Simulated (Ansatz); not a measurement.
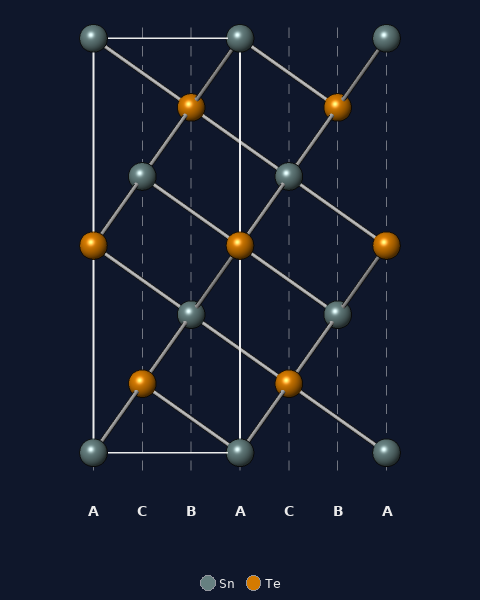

The picture looks along a close-packed row of the hexagonal mesh; [111] points upwards. The dashed lines mark the three columns A (0, 0), B (1/3, 2/3) and C (2/3, 1/3). The box is the hexagonal cell of the face-centred cubic lattice. The sequence starts with the first layer at or above the cell's origin.

SnTe (space group Fm-3m, No. 225): the geometry relaxed with Ansatz, DFT, r2SCAN, plane waves, PAW.

Give the sequence of layers in one repeat, with element and column.

Answer. Sn(A) – Te(C) – Sn(B) – Te(A) – Sn(C) – Te(B) (six layers in 11.05 Å).

How are the Te layers alone stacked?

Answer. Te layers alone: CAB, the cubic close-packed type.

Which positions between or in the Te layers do the other atoms fill?

Answer. Sn: three octahedral sites, counted in one hexagonal cell.

Heights of the layers:

| layer | atoms (column) | height (Å) | to next (Å) |
| --- | --- | --- | --- |
| 1 | Sn(A) | 0.00 | 1.84 |
| 2 | Te(C) | 1.84 | 1.84 |
| 3 | Sn(B) | 3.68 | 1.84 |
| 4 | Te(A) | 5.52 | 1.84 |
| 5 | Sn(C) | 7.37 | 1.84 |
| 6 | Te(B) | 9.21 | 1.84 |
